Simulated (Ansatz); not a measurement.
## Al9Cu4: nudged elastic band (part 3 of 3)

Continued. System: Al9Cu4 (defect cell, 13 atoms in the cell). Method: DFT PBE, scalar-relativistic, plane waves, PAW, no spin polarisation (Ansatz 0.2.0); cutoff 420 eV, 4×4×4 k-mesh, Gaussian smearing of 0.1 eV. The structure derives from a Materials Project entry. It belongs to a series of runs on one base structure; here: climbing-image band for the jump of Al by 4.09 A.

Geometry of the input (Å; fractional positions):
```
0.0000  0.0000  -5.7825
4.0893  -4.0893  0.0000
-4.0893  -4.0893  0.0000
Al 0.2604  0.7397  0.2603
Al 0.7396  0.2604  0.2604
Al 0.2603  0.2603  0.7397
Al 0.7397  0.7396  0.7396
Al 0.2604  0.2603  0.2603
Al 0.7397  0.7396  0.2604
Al 0.2603  0.7397  0.7397
Al 0.7397  0.2604  0.7396
Cu 0.5002  0.0000  0.0000
Cu -0.0000  0.4999  -0.0000
Cu 0.4999  0.5000  0.5000
Cu 0.0000  -0.0000  0.4999
Al -0.0001  0.0000  0.0000
```

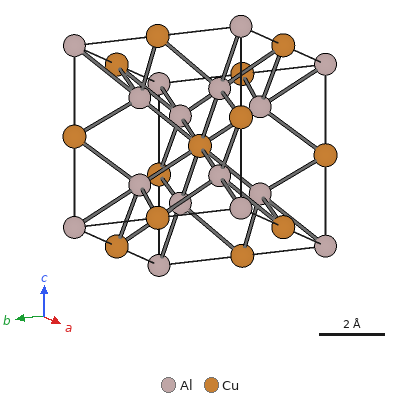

Fig. 1: The structure as given in the input (ball-and-stick view of the cell of the calculation, seen at an oblique angle). An atom can appear more than once, as a periodic image.

### Output, continued
```
--- Forces (eV/Å), atoms counted from 1 ---
  atom   1  Al    -0.00908101    -0.00244252    -0.00548679
  atom   2  Al    -0.00038237    -0.00270968     0.00555576
  atom   3  Al     0.00832069     0.00271779    -0.00402764
  atom   4  Al    -0.00039606     0.00391803    -0.00257350
  atom   5  Al    -0.00198780    -0.00593352    -0.00386540
  atom   6  Al    -0.00309507    -0.00134382     0.00665751
  atom   7  Al     0.00120025     0.00822043     0.00050262
  atom   8  Al    -0.00058857    -0.00258917     0.00468418
  atom   9  Cu     0.00204857    -0.00214579     0.01564979
  atom  10  Cu    -0.00060417     0.00323531    -0.00503027
  atom  11  Cu    -0.00143821    -0.00008624    -0.00153402
  atom  12  Cu     0.00116854     0.00059872    -0.00593332
  atom  13  Al     0.00483405    -0.00146919    -0.00458345
  max |Σ_I F_I| component: 2.97e-5 eV/Å
--- Band table (eV; the first three rows and the last of 32) ---
  k-point 0: bands = ["-103.8647", "-103.8602", "-103.5938", "-103.5935", "-61.2447", "-61.2405", "-61.2312", "-61.2270", "-61.1639", "-61.1589", "-60.9643", "-60.9639", "-60.9537", "-60.9534", "-60.9144", "-60.9141", "-0.6074", "2.2612", "2.7391", "2.7573", "4.1555", "4.5000", "4.6356", "4.7096", "4.9026", "5.1950", "5.3891", "5.5091", "5.5363", "5.7718", "5.8778", "5.9568", "5.9852", "6.0181", "6.0391", "6.0488", "6.1517", "6.1567", "6.1773", "6.1974", "6.2013", "6.3338", "6.4223", "6.9255", "7.1239", "7.2217", "7.6174", "7.8965", "8.4002", "9.5622", "9.9224", "10.2203", "10.4706", "10.9623", "11.1900", "11.4150", "11.7357", "12.1481", "13.0444", "13.3693", "13.6281", "14.6854", "14.8635", "15.2233", "15.5596"]
  k-point 1: bands = ["-103.8647", "-103.8602", "-103.5938", "-103.5935", "-61.2447", "-61.2405", "-61.2312", "-61.2270", "-61.1639", "-61.1589", "-60.9643", "-60.9639", "-60.9537", "-60.9534", "-60.9144", "-60.9141", "-0.0709", "1.0010", "2.9752", "3.2223", "3.8449", "4.1507", "4.6698", "4.8721", "5.0828", "5.2341", "5.3679", "5.4689", "5.5312", "5.5781", "5.6462", "5.7565", "5.8173", "5.9134", "6.0420", "6.0572", "6.0917", "6.1476", "6.2056", "6.2568", "6.3336", "6.3935", "6.7982", "6.9443", "7.1994", "7.4924", "7.6413", "8.3967", "8.5501", "8.7372", "9.8726", "10.3190", "10.7259", "11.3795", "11.5383", "11.6970", "12.1440", "12.6884", "13.5741", "13.8467", "14.3528", "14.6819", "14.9403", "15.2546", "15.8043"]
  k-point 2: bands = ["-103.8647", "-103.8602", "-103.5938", "-103.5935", "-61.2447", "-61.2405", "-61.2312", "-61.2270", "-61.1639", "-61.1589", "-60.9643", "-60.9639", "-60.9537", "-60.9534", "-60.9144", "-60.9141", "-0.0576", "0.9650", "2.9586", "3.3324", "3.8816", "4.0865", "4.6462", "4.8156", "5.0943", "5.2144", "5.3327", "5.4841", "5.5315", "5.5539", "5.6497", "5.7264", "5.8681", "5.9093", "6.0360", "6.0584", "6.1107", "6.1286", "6.2179", "6.2476", "6.3382", "6.4261", "6.7797", "6.9130", "7.3937", "7.5026", "7.7354", "8.2584", "8.4085", "8.8127", "9.8308", "10.2600", "10.7393", "11.2249", "11.5556", "11.8434", "12.1939", "12.8276", "13.4656", "13.9930", "14.2592", "14.6644", "14.9450", "15.2470", "15.8006"]
  k-point 31: bands = ["-103.8647", "-103.8602", "-103.5938", "-103.5935", "-61.2447", "-61.2405", "-61.2312", "-61.2270", "-61.1639", "-61.1589", "-60.9643", "-60.9639", "-60.9537", "-60.9534", "-60.9144", "-60.9141", "-0.1215", "1.1687", "2.8320", "3.1290", "3.8716", "4.1315", "4.5175", "4.9504", "5.1787", "5.1835", "5.3857", "5.4803", "5.5034", "5.6063", "5.7167", "5.8801", "5.9168", "5.9558", "6.0018", "6.0808", "6.0977", "6.1201", "6.1569", "6.1886", "6.2485", "6.3601", "6.7316", "7.0162", "7.1714", "7.4396", "8.1591", "8.3757", "8.4198", "8.6390", "9.6632", "10.3484", "11.0272", "11.3109", "11.4864", "11.6968", "11.7605", "12.9021", "13.4831", "14.1375", "14.2652", "14.5486", "14.9579", "14.9717", "15.9466"]
this run last wrote the band of iteration 34 to [file]
--- NEB band (7 images, 34 band iterations, 1398 SCF iterations) ---
  forward barrier  = 0.759314 eV
  backward barrier = 0.759314 eV
  lagrangian_above_aufbau_ev (what the smearing adds, to first order; not taken off the barriers): saddle image -0.007186 eV, end points -0.014399 and -0.014399 eV
  climbing image's point = of an order that was not read
  energies are F+E_penalty+E_count in eV, relative to image 0
  image     s (Å)  Δ vs image 0  max|band force component| (eV/Å)
      0    0.0000      0.000000                                 —
      1    0.9918      0.557345                          5.054e-3
  *   2    1.9836      0.759314                          1.547e-2
      3    3.4215      0.282820                          2.018e-2
      4    4.8592      0.622545                          2.647e-3
      5    6.2966      0.688545                          9.707e-4
      6    7.7338     -0.000000                                 —
  climbing-image geometry (image 2):
  cell:  # Å, volume = 193.3889 Å³
    - [0.0, 0.0, -5.7824626538]
    - [4.0892560504, -4.0892560504, 0.0]
    - [-4.0892560504, -4.0892560504, 0.0]
  atoms:
    - { symbol: Al, position: [0.22649473294722128, 0.7690311235092822, 0.25662788345345905] }
    - { symbol: Al, position: [0.7298525996196764, 0.26907802145508014, 0.2562345946998322] }
    - { symbol: Al, position: [0.2265104431929741, 0.26962495064507674, 0.7563603764554989] }
    - { symbol: Al, position: [0.9208364332412206, 0.6007289011182074, 0.5879482573433407] }
    - { symbol: Al, position: [0.21140977931407362, 0.2690388249363994, 0.2561872580946939] }
    - { symbol: Al, position: [0.6885973029375997, 0.7686946125235121, 0.2557257310772009] }
    - { symbol: Al, position: [0.3241607687987254, 0.7691183882927498, 0.756178602779504] }
    - { symbol: Al, position: [0.688566539521386, 0.2683630156425055, 0.7556504239248172] }
    - { symbol: Cu, position: [0.4748218837377784, 0.03344738501826309, 0.020660983063849052] }
    - { symbol: Cu, position: [-0.028047685973793736, 0.5248820503720807, 0.0009860436336432965] }
    - { symbol: Cu, position: [0.47461354920891885, 0.5046241635001297, 0.4917436026051495] }
    - { symbol: Cu, position: [-0.027920775029207312, 0.013734564060916804, 0.5121009849223981] }
    - { symbol: Al, position: [-0.07648314678324054, -0.06039390517420272, -0.07310335772005248] }
```

### The last band as extended XYZ (Å, eV, eV/Å)
```
13
Lattice="0.0000 0.0000 -5.7825 4.0893 -4.0893 0.0000 -4.0893 -4.0893 0.0000" Properties=species:S:1:pos:R:3:forces:R:3 image=0 energy=-31339.24168
Al    1.9604   -4.0891   -1.5055   -0.0004  -0.0001   0.0000
Al    0.0000   -2.1297   -4.2769    0.0000   0.0006  -0.0003
Al   -1.9604   -4.0891   -1.5055    0.0004  -0.0001   0.0000
Al    0.0000   -6.0490   -4.2773    0.0000  -0.0001   0.0002
Al    0.0000   -2.1290   -1.5056    0.0000  -0.0003   0.0001
Al    1.9596   -4.0891   -4.2771    0.0003  -0.0001   0.0000
Al    0.0000   -6.0497   -1.5053    0.0000   0.0004  -0.0001
Al   -1.9596   -4.0891   -4.2771   -0.0003  -0.0001   0.0000
Cu    0.0000    0.0000   -2.8924    0.0000   0.0000   0.0011
Cu    2.0444   -2.0444    0.0000    0.0003  -0.0003   0.0000
Cu    0.0000   -4.0895   -2.8907    0.0000   0.0002  -0.0005
Cu   -2.0443   -2.0443    0.0000   -0.0003  -0.0003   0.0000
Al    0.0000   -0.0003    0.0007    0.0000   0.0002  -0.0005
13
Lattice="0.0000 0.0000 -5.7825 4.0893 -4.0893 0.0000 -4.0893 -4.0893 0.0000" Properties=species:S:1:pos:R:3:forces:R:3 image=1 energy=-31338.68433
Al    1.9710   -4.1829   -1.3836   -0.0524   0.0190  -0.0194
Al    0.0263   -2.1123   -4.2706   -0.0004   0.0319  -0.0051
Al   -1.9179   -4.1842   -1.3830    0.0513   0.0213  -0.0198
Al    0.0254   -5.4502   -4.7791    0.0008  -0.2962   0.3063
Al    0.0260   -2.1558   -1.3273   -0.0005   0.0094  -0.0368
Al    2.0952   -4.0498   -4.0867    0.0120   0.0873  -0.0346
Al    0.0277   -6.1391   -1.7698   -0.0015   0.0657   0.0743
Al   -2.0430   -4.0476   -4.0858   -0.0122   0.0845  -0.0359
Cu    0.0261   -0.1393   -2.7437    0.0005   0.0568   0.0256
Cu    2.0963   -2.1383    0.0518   -0.0091   0.0199  -0.0391
Cu    0.0263   -4.0421   -2.8394    0.0004   0.0317  -0.0307
Cu   -2.0449   -2.1381    0.0513    0.0109   0.0204  -0.0390
Al    0.0263    0.2282    0.1349    0.0003  -0.1516  -0.1457
13
Lattice="0.0000 0.0000 -5.7825 4.0893 -4.0893 0.0000 -4.0893 -4.0893 0.0000" Properties=species:S:1:pos:R:3:forces:R:3 image=2 energy=-31338.48236
Al    2.0953   -4.1942   -1.3097   -0.0091  -0.0024  -0.0055
Al    0.0525   -2.1481   -4.2203   -0.0004  -0.0027   0.0056
Al   -1.9904   -4.1955   -1.3098    0.0083   0.0027  -0.0040
Al    0.0523   -4.8608   -5.3247   -0.0004   0.0039  -0.0026
Al    0.0526   -2.1478   -1.2225   -0.0020  -0.0059  -0.0039
Al    2.0977   -4.1891   -3.9818   -0.0031  -0.0013   0.0067
Al    0.0529   -6.2373   -1.8744    0.0012   0.0082   0.0005
Al   -1.9926   -4.1875   -3.9816   -0.0006  -0.0026   0.0047
Cu    0.0523   -0.2213   -2.7456    0.0020  -0.0021   0.0157
Cu    2.1423   -2.1504    0.1622   -0.0006   0.0032  -0.0050
Cu    0.0527   -4.0744   -2.7444   -0.0014  -0.0001  -0.0015
Cu   -2.0379   -2.1503    0.1615    0.0012   0.0006  -0.0059
Al    0.0520    0.5459    0.4423    0.0048  -0.0015  -0.0046
13
Lattice="0.0000 0.0000 -5.7825 4.0893 -4.0893 0.0000 -4.0893 -4.0893 0.0000" Properties=species:S:1:pos:R:3:forces:R:3 image=3 energy=-31338.95886
Al    2.2255   -4.2487   -1.3286    0.0012  -0.0509  -0.0626
Al    0.1015   -2.1911   -4.1862   -0.0332  -0.0261  -0.0149
Al   -2.0541   -4.2549   -1.3561   -0.0313  -0.0392  -0.0430
Al    0.0742   -4.4297   -5.6203    0.0078   0.1373  -0.1106
Al    0.0852   -2.1716   -1.3024   -0.0344  -0.0432  -0.0794
Al    2.1322   -4.3812   -4.0648    0.0692   0.0118  -0.0963
Al    0.1017   -6.3792   -1.5834   -0.0406  -0.1053   0.1710
Al   -1.9898   -4.3031   -4.0789   -0.0515  -0.1042  -0.0891
Cu    0.0740   -0.2638   -2.7629    0.0024  -0.0217  -0.0303
Cu    2.1472   -2.1967    0.1068   -0.0706  -0.0543  -0.0669
Cu    0.0798   -4.2484   -2.7410   -0.0183  -0.0810  -0.0325
Cu   -1.9909   -2.2249    0.1183   -0.0009  -0.0445  -0.0548
Al    0.0358    1.4234    1.3324    0.2002   0.4214   0.5093
13
Lattice="0.0000 0.0000 -5.7825 4.0893 -4.0893 0.0000 -4.0893 -4.0893 0.0000" Properties=species:S:1:pos:R:3:forces:R:3 image=4 energy=-31338.61913
Al    2.1066   -4.3019   -1.4538    0.0405  -0.0316  -0.0401
Al   -0.0294   -2.1670   -4.2168   -0.0229   0.0330   0.0509
Al   -2.0106   -4.2651   -1.3709    0.0216  -0.0163   0.0265
Al    0.1285   -4.5150   -5.4648    0.0368   0.2134  -0.1247
Al   -0.0256   -2.2481   -1.3940    0.0087   0.0100  -0.0012
Al    2.3955   -4.0038   -4.2231    0.0137  -0.0509   0.0452
Al   -0.0681   -6.4936   -1.2786    0.0418  -0.0286   0.0848
Al   -2.0875   -4.4747   -4.2041    0.0662  -0.0511   0.0491
Cu    0.0945   -0.2322   -2.7345    0.0535   0.0229   0.0221
Cu    1.9836   -2.2383    0.0197   -0.0041  -0.0469   0.0298
Cu    0.0381   -4.2605   -2.8550    0.0095   0.0051   0.0061
Cu   -2.0332   -2.1887    0.0734    0.0113   0.0021   0.0032
Al    0.8708    1.8598    2.1172   -0.2768  -0.0612  -0.1517
13
Lattice="0.0000 0.0000 -5.7825 4.0893 -4.0893 0.0000 -4.0893 -4.0893 0.0000" Properties=species:S:1:pos:R:3:forces:R:3 image=5 energy=-31338.55313
Al    2.0065   -4.1798   -1.2940   -0.0185   0.0164   0.0162
Al    0.0690   -2.2424   -4.3368    0.0104  -0.0124  -0.0248
Al   -2.0575   -4.1876   -1.4221   -0.0110   0.0073  -0.0132
Al    0.0396   -5.1649   -5.0313   -0.0192  -0.1146   0.0675
Al   -0.0282   -2.2502   -1.3575   -0.0032  -0.0014  -0.0012
Al    2.3814   -3.8183   -4.3270   -0.0113   0.0205  -0.0224
Al   -0.1730   -6.3852   -1.5090   -0.0188   0.0154  -0.0384
Al   -2.2748   -4.2829   -4.3182   -0.0291   0.0259  -0.0246
Cu   -0.0452   -0.2759   -2.7652   -0.0241  -0.0066  -0.0124
Cu    2.0240   -2.0624   -0.0390    0.0021   0.0221  -0.0142
Cu    0.0356   -4.2473   -2.8397   -0.0056   0.0001  -0.0043
Cu   -2.0432   -2.1686    0.0996   -0.0059   0.0002  -0.0037
Al    1.7697    2.0770    2.6369    0.1340   0.0272   0.0755
13
Lattice="0.0000 0.0000 -5.7825 4.0893 -4.0893 0.0000 -4.0893 -4.0893 0.0000" Properties=species:S:1:pos:R:3:forces:R:3 image=6 energy=-31339.24168
Al    2.0446   -4.0044   -1.3861    0.0000  -0.0001   0.0002
Al    0.0843   -2.0445   -4.3967    0.0004  -0.0001   0.0000
Al   -2.0446   -4.1744   -1.3857    0.0000   0.0006  -0.0003
Al   -0.0843   -6.1337   -4.3967   -0.0004  -0.0001   0.0000
Al    0.0850   -2.0445   -1.3859   -0.0003  -0.0001   0.0000
Al    2.0446   -4.0051   -4.3965    0.0000   0.0004  -0.0001
Al   -0.0850   -6.1337   -1.3859    0.0003  -0.0001   0.0000
Al   -2.0446   -4.1736   -4.3969    0.0000  -0.0003   0.0001
Cu    0.0003    0.0003   -2.8912   -0.0003  -0.0003   0.0000
Cu    2.0446   -2.0449    0.0005    0.0000   0.0002  -0.0005
Cu   -0.0003   -4.0890   -2.8912    0.0003  -0.0003   0.0000
Cu   -2.0446   -2.0446   -0.0012    0.0000   0.0000   0.0011
Al    2.0446    2.0443    2.8919    0.0000   0.0002  -0.0005
```
